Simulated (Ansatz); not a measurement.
**Band-structure calculation, with input and output: CaSe (part 1 of 2)**

System: CaSe (P6₃/mmc, 4 atoms in the cell).
Method: DFT, HSE06, plane waves, PAW, no spin polarisation (Ansatz 0.2.0).

The structure was built on a prototype by a generator. The geometry comes from this level: r2SCAN (a point of a series of strains). It belongs to a series of runs on one base structure; here: epitaxial_xy strain +2.5%. Figures and captions count atoms from 1; the log counts them from 0 in places.

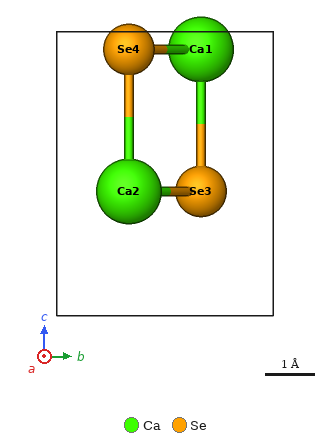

*The structure (ball-and-stick view of the cell of the calculation, along the a axis; atoms are numbered from 1 in the order of the input).*

Near neighbours in the crystal (not all of them lie inside the picture): Ca has 5 Se at 2.92 to 2.96 Å; Se has 5 Ca at 2.92 to 2.96 Å.

## Input file
```yaml
crystal:
  lattice:
    - [5.1307365884, 0.0, 0.0]
    - [-2.5653682942, 4.4433482256, 0.0]
    - [0.0, 0.0, 5.8325897322]
  atoms:
    - { symbol: Ca, position: [0.3333333333, 0.6666666667, -0.0625] }
    - { symbol: Ca, position: [0.6666666667, 0.3333333333, 0.4375] }
    - { symbol: Se, position: [0.3333333333, 0.6666666667, 0.4375] }
    - { symbol: Se, position: [0.6666666667, 0.3333333333, 0.9375] }
kpoints:
  mp_grid: { grid: [6, 6, 4] }
  band_path:
    path:
      - [0.0, 0.0, 0.0]
      - [0.5, 0.0, 0.0]
      - [0.3333333333, 0.3333333333, 0.0]
      - [0.0, 0.0, 0.5]
      - [0.5, 0.0, 0.5]
      - [0.3333333333, 0.3333333333, 0.5]
    npoints: 1
hamiltonian:
  xc: hse06
scf:
  occupations: { method: fixed }
  n_extra_bands: 5
output:
  forces: true
  stress: true
  eigenvalues: true
  write_density: true
  write_potential: true
  elf: true
  volumetric_format: npy
```

Machine: 2 threads of an x86-64 CPU, shared host.

Launch command:
```bash
ansatz run input.yaml --threads 2 --pin off --max-ram 2211MiB --backend cpu --events-out ev --progress --plain --runs-dir out
```

## Output
```
Warning: output.stress: scf.convergence.dr2_threshold = 1e-7 eV (the SCF's general default) is looser than the 4e-10 eV advised for a printed stress (1e-10 eV for each atom of the cell: 4). What an SCF threshold leaves in a stress goes as its square root, and in the free energy as the threshold itself, and one threshold admits the most on a small cell: of the crystals measured, under no hybrid functional and no lock of the moments, on runs that ended without the residual-converged pass, on stresses that held no estimate of that error, the worst erred by over 100 MPa in a component at 1e-7 eV an atom and by under 5 at 1e-10. Set scf.convergence.dr2_threshold to 4e-10 eV or tighter. The threshold is an SCF's pass mark: one that does not reach it within its budget of iterations ends unconverged, or closes short of it on a stop that the run arms, and scf.convergence.dr2_threshold's page says what that costs each kind of run
Warning: output.stress: scf.exx.energy_threshold = 1e-6 eV is looser than the 4e-8 eV advised for a stress under a hybrid functional (1e-8 eV for each atom of the cell: 4). Every SCF of the exchange loop can meet its threshold on dr2 while the loop round them stops early: no threshold on dr2 bounds what that leaves in the stress. Set scf.exx.energy_threshold to 4e-8 eV or tighter. The threshold is the loop's pass mark: a loop that does not reach it within its budget of cycles ends unconverged, and scf.exx.energy_threshold's page has the law
scf.n_extra_bands = 5 over 26 filled bands (N_el = 52.0): the run solves 31 bands
Engine: ansatz 0.2.0, x86_64-unknown-linux-gnu
Pseudopotentials: kind: paw
Pseudopotential: Ca, paw, valence charge 10, recommended cutoff 420 eV (normal), Ca.paw.azcp
Pseudopotential: Se, paw, valence charge 16, recommended cutoff 420 eV (normal), Se.paw.azcp
Functional definition: HSE06
  parameter a = 0.25
  parameter omega = 0.11/bohr
  exchange = pbe_x - a*pbe_x_sr(omega) + a*exact_x_sr(omega)
  correlation = pbe_c
davidson cushion auto → on  (no smearing: the cushion is to keep the highest requested band from converging to the state above it; pin scf.eigensolver.cushion to override)
Crystal: 4 atoms, lattice volume = 132.969 Å³
Basis set: ecut = 420 eV, 2605 PW (Γ), exchange–correlation on 72×72×80 points (8 copies of the dense FFT grid, shifted against one another)
Bands: 31, of which v1, the nominal top of the filled ones, is band 26 counted from 1 (25 counted from 0)
Symmetry: 24 space group operations
Space group: P63/mmc (ITA 194), of the structure as read, at distance tolerance 5.1e-5 Å
k-points: 21 of 144
Non-local potential: Ca, projectors of the file, l = 0: 3, l = 1: 2, l = 2: 2
Non-local potential: Se, projectors of the file, l = 0: 2, l = 1: 2, l = 2: 3, l = 3: 1
PAW form: soft (Blöchl's): semilocal exchange-correlation on the pseudo side does not see the compensation charge
PAW frozen core: Ca, regenerated for the run's functional, and the local potential with it (the file was generated under x = pbe(κ = 0.804, μ = 0.2195149727645171), c = pbe(β = 0.06672455060314922))
PAW frozen core: Se, regenerated for the run's functional, and the local potential with it (the file was generated under x = pbe(κ = 0.804, μ = 0.2195149727645171), c = pbe(β = 0.06672455060314922))
PAW one-centre angular grid: Ca, 110 points (default); XC on 64 Gauss nodes
PAW one-centre angular grid: Se, 590 points (default); XC on 64 Gauss nodes
Initial density: superposition of atomic densities (neutral atoms: chi_scale 0, normalization atom), corrected by the library's trained network
Initial wavefunctions: pseudopotential atomic-orbital guess
Functional: x = pbe(κ = 0.804, μ = 0.2195149727645171), c = pbe(β = 0.06672455060314922), warm-up for x = pbe(κ = 0.804, μ = 0.2195149727645171) + 0.25 (exact − pbe) at short range (hse, ω = 0.20786987370883472 Å⁻¹), c = pbe(β = 0.06672455060314922); HSE06 as pw.x's `hse` composes it (authors' and Libxc's form: `xc: wpbeh`)
SCF iter   1: F=—  HF=-14579.510241 eV  |F-HF|=—  |Δ(HF+E_count)|=         —  Δρ=7.95e-4  dr2=1.27e-3  ethr=1.77e-3  ⟨swp⟩=15.0  Hψ=3462  notcnv=2
preconditioner: auto → none  [insulator: Δε(μ)=2.472 eV  Ē_g=7.984 eV  n_scr=22 (ndim 8)  ℏωp=12.9 eV  f_vac=0.184]
SCF iter   2: F=-14579.511841 eV  HF=-14579.511740 eV  |F-HF|=1.00e-4  |Δ(HF+E_count)|=   1.50e-3  Δρ=4.01e-4  dr2=2.04e-4  ethr=2.45e-6  ⟨swp⟩=6.4  Hψ=2714  notcnv=0  defer=18
SCF 1 stopped early in 2 iterations: F = -14579.511841 eV  dr2 = 2.04e-4
  greatest PAW one-centre occupation: 1.000 electrons in one spin orbital (limit 2), on the Se atom at site 3 (counted from 0), in its partial waves of l = 2
Initial density: handed on by an earlier stage of this run
Initial wavefunctions: those handed on with the density
Functional: x = pbe(κ = 0.804, μ = 0.2195149727645171) + 0.25 (exact − pbe) at short range (hse, ω = 0.20786987370883472 Å⁻¹), c = pbe(β = 0.06672455060314922); HSE06 as pw.x's `hse` composes it (authors' and Libxc's form: `xc: wpbeh`)
Exchange kernel: α = 0.2500, screened, ω = 0.2079 Å⁻¹, Wigner–Seitz truncation, v(0) = 1046.8522 eV·Å³, q-mesh 6×6×4, nearest image of the exchange supercell L = 23.33 Å, pair-density grid 20×20×24, without the augmentation charges, whose exchange is taken in its separable form by FFT convolution over the k-point mesh (sized by the pseudopotential files, 30×30×40 at the most), smooth part of the exact exchange by density-matrix convolution
Frozen-core exchange: fock
SCF iter   1: F=—  HF=-14584.552517 eV  |F-HF|=—  |Δ(HF+E_count)|=         —  Δρ=3.38e-3  dr2=3.62e-2  ethr=3.92e-6  ⟨swp⟩=10.4  Hψ=3593  notcnv=0
preconditioner: auto → none  [insulator: Δε(μ)=3.350 eV  Ē_g=9.625 eV  n_scr=22 (ndim 8)  ℏωp=12.9 eV  f_vac=0.184]
SCF iter   2: F=—  HF=-14584.529445 eV  |F-HF|=—  |Δ(HF+E_count)|=   2.31e-2  Δρ=1.88e-3  dr2=3.77e-3  ethr=3.92e-6  ⟨swp⟩=5.1  Hψ=2706  notcnv=0
SCF iter   3: F=—  HF=-14584.544548 eV  |F-HF|=—  |Δ(HF+E_count)|=   1.51e-2  Δρ=1.04e-3  dr2=1.24e-3  ethr=3.92e-6  ⟨swp⟩=5.0  Hψ=2293  notcnv=0
SCF iter   4: F=—  HF=-14584.544092 eV  |F-HF|=—  |Δ(HF+E_count)|=   4.56e-4  Δρ=4.74e-4  dr2=1.87e-4  ethr=2.35e-6  ⟨swp⟩=3.9  Hψ=1701  notcnv=0  defer=10
iter 5 solved again at ethr=1.24e-9 eV; its pass at ethr=3.22e-7 eV (dr2=6.44e-7 eV) is discarded
SCF iter   5: F=—  HF=-14584.544052 eV  |F-HF|=—  |Δ(HF+E_count)|=   3.96e-5  Δρ=3.26e-5  dr2=4.43e-5  ethr=1.24e-9  ⟨swp⟩=5.1  Hψ=3938  notcnv=0  defer=5
eigensolver tolerance schedule calibrated: the retry pair's looser diagonalisation under-reported the residual by θ = 0.30 (0.12/decade); ethr = c·dr2/N_el runs at the constant in force after the calibration composes with the one it found (an armed cap, an earlier calibration), c = 6.5e-2
SCF iter   6: F=—  HF=-14584.544594 eV  |F-HF|=—  |Δ(HF+E_count)|=   5.42e-4  Δρ=1.34e-4  dr2=5.38e-5  ethr=1.16e-9  ⟨swp⟩=8.5  Hψ=3386  notcnv=0  defer=62
SCF iter   7: F=-14584.544577 eV  HF=-14584.544572 eV  |F-HF|=4.99e-6  |Δ(HF+E_count)|=   2.21e-5  Δρ=1.19e-5  dr2=5.60e-7  ethr=1.16e-9  ⟨swp⟩=5.7  Hψ=2686  notcnv=0  defer=1
SCF 2 stopped early in 7 iterations: F = -14584.544577 eV  dr2 = 5.60e-7
hybrid outer 1: dexx = +1.914e-2 eV, tail = 9.34e-5 eV
Exchange kernel: α = 0.2500, screened, ω = 0.2079 Å⁻¹, Wigner–Seitz truncation, v(0) = 1046.8522 eV·Å³, q-mesh 6×6×4, nearest image of the exchange supercell L = 23.33 Å, pair-density grid 20×20×24, without the augmentation charges, whose exchange is taken in its separable form by FFT convolution over the k-point mesh (sized by the pseudopotential files, 30×30×40 at the most), smooth part of the exact exchange by density-matrix convolution
Frozen-core exchange: fock
SCF iter   1: F=—  HF=-14584.544865 eV  |F-HF|=—  |Δ(HF+E_count)|=         —  Δρ=3.69e-5  dr2=2.15e-6  ethr=8.98e-7  ⟨swp⟩=5.5  Hψ=1723  notcnv=0
preconditioner: auto → none  [insulator: Δε(μ)=3.314 eV  Ē_g=9.485 eV  n_scr=22 (ndim 8)  ℏωp=12.9 eV  f_vac=0.188]
SCF iter   2: F=—  HF=-14584.544864 eV  |F-HF|=—  |Δ(HF+E_count)|=   1.38e-7  Δρ=1.36e-5  dr2=2.65e-7  ethr=2.43e-9  ⟨swp⟩=5.1  Hψ=2551  notcnv=0
SCF iter   3: F=—  HF=-14584.544865 eV  |F-HF|=—  |Δ(HF+E_count)|=   1.00e-6  Δρ=4.77e-6  dr2=5.78e-8  ethr=1.27e-10  ⟨swp⟩=6.9  Hψ=2721  notcnv=0  defer=30
SCF iter   4: F=-14584.544865 eV  HF=-14584.544865 eV  |F-HF|=7.55e-9  |Δ(HF+E_count)|=   4.87e-8  Δρ=2.20e-6  dr2=1.11e-8  ethr=5.04e-11  ⟨swp⟩=5.0  Hψ=2331  notcnv=0  defer=3
SCF 3 converged in 4 iterations: F = -14584.544865 eV  dr2 = 1.11e-8
  Residual-converged pass: ⟨swp⟩=2.5  Hψ=1287  notcnv=0  max |occ|·‖R‖ = 2.4e-6 eV (tolerance 2.4e-6 eV)  dr2=1.12e-8  dr2_onsite=8.11e-10  max |Δocc| = 0.0e0
```

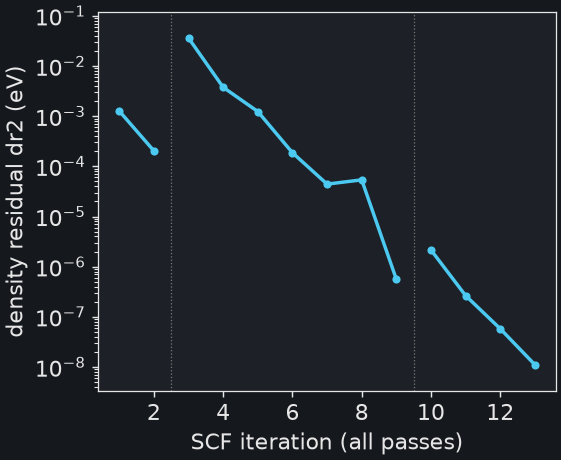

*Convergence of the self-consistent field: density residual dr2 against the SCF iteration. The run starts with a semilocal functional; after that each stretch between dotted lines is one SCF of the hybrid functional between two exact rebuilds of the exchange operator by the outer loop. Early passes are stopped at a loose threshold.*

The passes take 2, 7 and 4 iterations.

```
hybrid outer 2: dexx = +1.402e-6 eV, tail = 4.26e-8 eV, Δε = 2.87e-3 eV (about 9.83e-5 eV left of the loop's levels)
NSCF: frozen V_eff on 6 k-points
hybrid SCF converged: 2 outer / 11 inner (+2 warm-up), last move |dexx| = 1.40e-6 eV, tail = 4.26e-8 eV
Stability not checked: this state was not tested for a lower state beside it, because the functional holds exact exchange (a hybrid, or Hartree-Fock), whose exchange loop this test does not read (fock_operator; see scf.lower_state_search)
Free energy (F): -14584.544866 eV
Frozen-core exchange: fock
Harris-Foulkes:  -14584.544866 eV  (|F-HF|=7.55e-9)
Internal energy: -14584.544866 eV  (E = F + TS)
E sigma→0 (E₀):  -14584.544866 eV
Fermi energy:    3.964104 eV
--- Per-component energies (eV) ---
  E_band       = -1289.914314
  E_kinetic    = 792.756476
  E_local      = -7515.200940  (includes V_loc(G=0)·N_el)
  E_nonlocal   = -1068.378240
  E_hartree    = 3433.769452
  E_xc         = -388.350263
  E_vxc        = -430.768703  (∫ρ·V_xc dr)
  E_exx        = -194.017333  (= α·E_x^exact, valence–valence)
  E_paw        = -5442.101683  (= ΣΔE_a)
  E_vpaw       = 452.177349  (= ΣTr[D̂ρ^β])
  E_aug_tail   = -0.001210  (compensation charges beyond the density's cutoff)
  E_ewald      = -4200.574713
  E_core_change = -2.446410  (= ΣΔE_core)
  E_smearing   = -0.000000  (= −TS)
  E_closure    = 0.000000  (closes the sum)
  Σ components = -14584.544866   (vs F -14584.544866, Δ=-1.82e-12)
--- Forces (eV/Å), atoms counted from 1 ---
  atom   1  Ca     0.00000000    -0.00000000     0.00000000
  atom   2  Ca     0.00000000     0.00000000     0.00000000
  atom   3  Se     0.00000000    -0.00000000     0.00000000
  atom   4  Se     0.00000000     0.00000000     0.00000000
  max |Σ_I F_I| component: 3.47e-18 eV/Å
--- Stress (GPa, compression-positive) ---
       -1.721980      -0.000000       0.000000
        0.000000      -1.721980       0.000000
        0.000000       0.000000       0.147278
  P = ⅓ Tr σ = -1.0989 GPa (-10.989 kbar)
--- Band table (eV; the first three rows and the last of 21) ---
  k-point 0: bands = ["-45.3375", "-45.3375", "-45.3375", "-45.3375", "-45.3341", "-45.3340", "-45.3308", "-45.3308", "-45.3307", "-45.3307", "-39.1096", "-39.1014", "-18.6692", "-18.6692", "-18.6668", "-18.6392", "-18.6392", "-18.5964", "-8.4906", "-7.9376", "1.7474", "2.3621", "2.3621", "3.0081", "3.0081", "3.9641", "7.2778", "8.7053", "8.7053", "9.7456", "9.7473"]
```
